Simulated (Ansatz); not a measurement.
## A series of single points on Pt

System: Pt (Cmcm, 2 atoms in the cell).
Method: DFT LDA, scalar-relativistic, plane waves, PAW, no spin polarisation (Ansatz 0.2.0).

The 6 runs differ only in the geometry, by a shift of atoms along one path in a fixed cell. The shift s is measured from run 4: Pt2 moves along the Cartesian direction (0.00, 1.00, 0.00), and Pt1 with it in fixed proportion. The structure derives from a Materials Project entry.

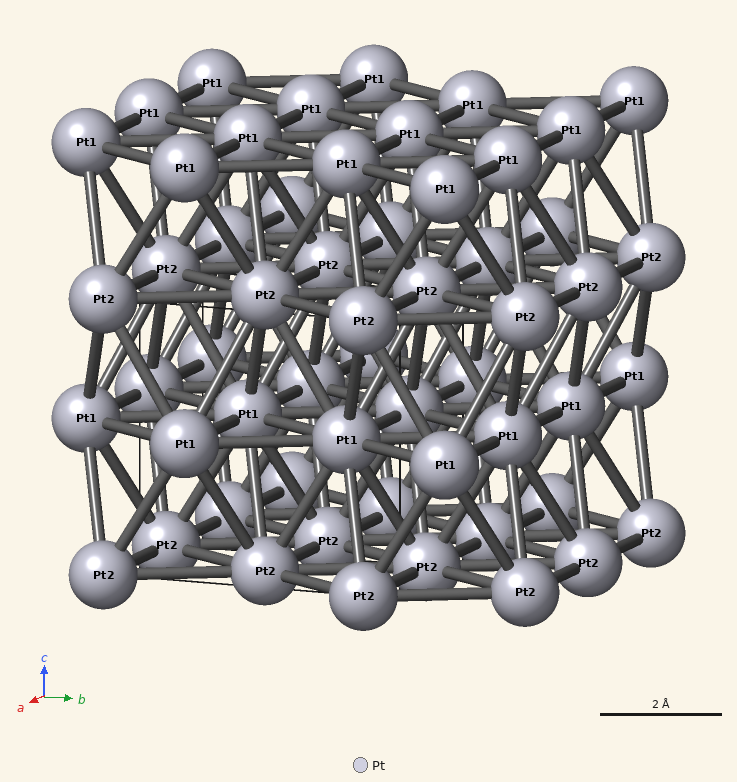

Figure 1. The structure of run 4 (ball-and-stick view of the cell 2 times as large as that of the calculation, set on its symmetry axes, repeated 3 × 2 × 2, seen slightly off an axis; atoms are numbered from 1 in the order of the input).

## Input of run 4
```yaml
crystal:
  lattice:
    - [2.7081940711, 0.0, 0.0]
    - [-1.3540970355, 2.3453648639, 0.0]
    - [0.0, 0.0, 4.6773974959]
  atoms:
    - { symbol: Pt, position: [0.6564976732, 0.3129953464, 0.75] }
    - { symbol: Pt, position: [0.3435023268, 0.6870046536, 0.25] }
basis:
  ecutwfc: 420
kpoints:
  mp_grid: { grid: [18, 18, 10] }
hamiltonian:
  xc: lda
scf:
  occupations: { method: gaussian, width: 0.15 }
output:
  forces: true
  stress: true
  eigenvalues: true
```

Command:
```bash
ansatz run input.yaml --threads 1 --pin off --max-ram 2048MiB --backend cpu --events-out ev --progress --plain --runs-dir out
```

Run 3 differs from it as follows:
```diff
-    - { symbol: Pt, position: [0.6564976732, 0.3129953464, 0.75] }
-    - { symbol: Pt, position: [0.3435023268, 0.6870046536, 0.25] }
+    - { symbol: Pt, position: [0.6768356601, 0.3536713203, 0.75] }
+    - { symbol: Pt, position: [0.3231643399, 0.6463286797, 0.25] }
```

## Results, with one run withheld

| run | shift s of Pt2 (Å) | free energy per atom, from the lowest run given (meV) | pressure (GPa) | force along the path (eV/Å) |
| --- | --- | --- | --- | --- |
| 1 | −0.1907 | 0.00 | 0.47 | −0.357 |
| 2 | −0.1430 | 7.25 | 0.31 | −0.238 |
| 3 | −0.0954 | ? | ? | ? |
| 4 | 0.0000 | 12.00 | 0.20 | −0.043 |
| 5 | 0.0476 | 14.87 | 0.60 | −0.221 |
| 6 | 0.0953 | 23.34 | 1.42 | −0.500 |

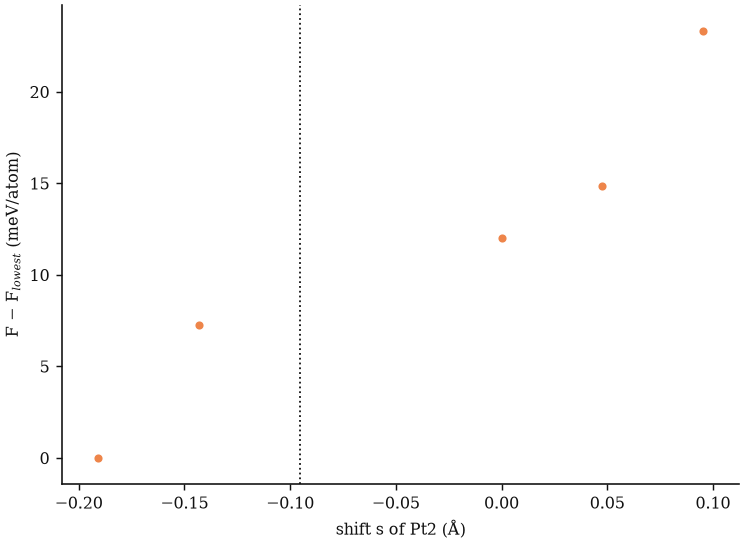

Figure 2. Free energy per atom of the runs given; the dotted line marks run 3.

Fit the runs given and predict run 3.

A cubic polynomial in the coordinate, fitted to the 5 runs given, misses them by at most 0.25 meV per atom. With x = s + 0.0382, it reads F = 11.011 + 10.022 x + 135.17 x² + 3571.9 x³ (meV per atom). At run 3 it gives 10.21 meV per atom, and the run itself gives 11.02. The slope of the fit gives a force −dF/ds of −0.059 eV/Å along the path (summed over the atoms that move), and the printed forces give −0.082 eV/Å. The fit has no minimum inside this range. So low a polynomial doesn't follow these energies more closely.

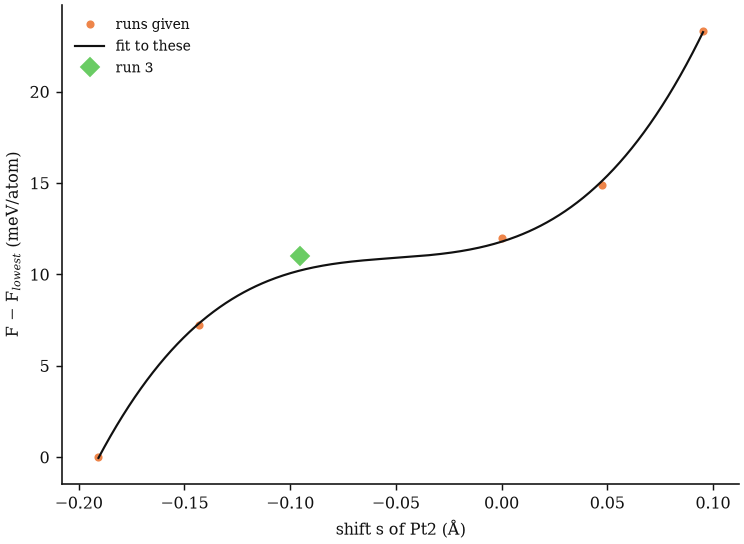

Figure 3. The fit and the withheld run.

## Output, shortened to warnings, some set-up lines, iterations and results (run 3)
```
Basis set: ecut = 420 eV, 597 PW (Γ)
Symmetry: 8 space group operations
k-points: 546 of 3240
Initial density: superposition of atomic densities (neutral atoms: chi_scale 0, normalization atom), corrected by the library's trained network
[...]
SCF iter   1: F=—  HF=-24489.869139 eV  |F-HF|=—  |Δ(HF+E_count)|=         —  Δρ=9.55e-3  dr2=1.15e-2  ethr=1.77e-3  ⟨swp⟩=4.9  Hψ=46545  notcnv=0
SCF iter   2: F=—  HF=-24489.868294 eV  |F-HF|=—  |Δ(HF+E_count)|=   8.46e-4  Δρ=4.79e-3  dr2=2.86e-3  ethr=3.20e-5  ⟨swp⟩=2.1  Hψ=19475  notcnv=0
SCF iter   3: F=—  HF=-24489.867605 eV  |F-HF|=—  |Δ(HF+E_count)|=   6.88e-4  Δρ=5.40e-4  dr2=3.96e-5  ethr=7.95e-6  ⟨swp⟩=2.1  Hψ=16692  notcnv=0
SCF iter   4: F=—  HF=-24489.867604 eV  |F-HF|=—  |Δ(HF+E_count)|=   8.53e-7  Δρ=9.07e-5  dr2=1.94e-6  ethr=1.10e-7  ⟨swp⟩=2.6  Hψ=20775  notcnv=0
SCF iter   5: F=-24489.867604 eV  HF=-24489.867604 eV  |F-HF|=3.34e-8  |Δ(HF+E_count)|=   2.81e-7  Δρ=2.14e-5  dr2=8.21e-8  ethr=5.39e-9  ⟨swp⟩=1.7  Hψ=15818  notcnv=0
SCF iter   6: F=-24489.867604 eV  HF=-24489.867604 eV  |F-HF|=1.23e-9  |Δ(HF+E_count)|=   2.07e-8  Δρ=5.11e-6  dr2=4.38e-9  ethr=2.28e-10  ⟨swp⟩=2.4  Hψ=42406  notcnv=0
SCF 1 converged in 6 iterations: F = -24489.867604 eV  dr2 = 4.38e-9
SCF converged after 6 iterations
Free energy (F): -24489.867604 eV
Harris-Foulkes:  -24489.867604 eV  (|F-HF|=1.23e-9)
Internal energy: -24489.829548 eV  (E = F + TS)
E sigma→0 (E₀):  -24489.848576 eV
Entropy (-TS):   -0.038057 eV (-19.028 meV/atom)
Fermi energy:    23.484143 eV
--- Per-component energies (eV) ---
  E_band       = -256.382246
  E_kinetic    = 1278.584304
  E_local      = -2902.415480  (includes V_loc(G=0)·N_el)
  E_nonlocal   = 413.864522
  E_hartree    = 1075.046581
  E_xc         = -521.671174
  E_vxc        = -606.642842  (∫ρ·V_xc dr)
  E_paw        = -18355.412828  (= ΣΔE_a)
  E_vpaw       = -589.863969  (= ΣTr[D̂ρ^β])
  E_aug_tail   = 0.000347  (compensation charges beyond the density's cutoff)
  E_ewald      = -5478.753559
  E_core_change = 0.927739  (= ΣΔE_core)
  E_smearing   = -0.038057  (= −TS)
  E_closure    = -0.000000  (closes the sum)
  Σ components = -24489.867604   (vs F -24489.867604, Δ=0.00e0)
--- Forces (eV/Å), atoms counted from 1 ---
  atom   1  Pt     0.00000000     0.04086676    -0.00000000
  atom   2  Pt    -0.00000000    -0.04086676     0.00000000
  max |Σ_I F_I| component: 6.94e-18 eV/Å
--- Stress (GPa, compression-positive) ---
        0.327066      -0.000000      -0.000000
       -0.000000       0.120939      -0.000000
       -0.000000      -0.000000       0.077721
  P = ⅓ Tr σ = 0.1752 GPa (1.752 kbar)
```

Notes: Spin–orbit coupling is left out, which matters for Pt.
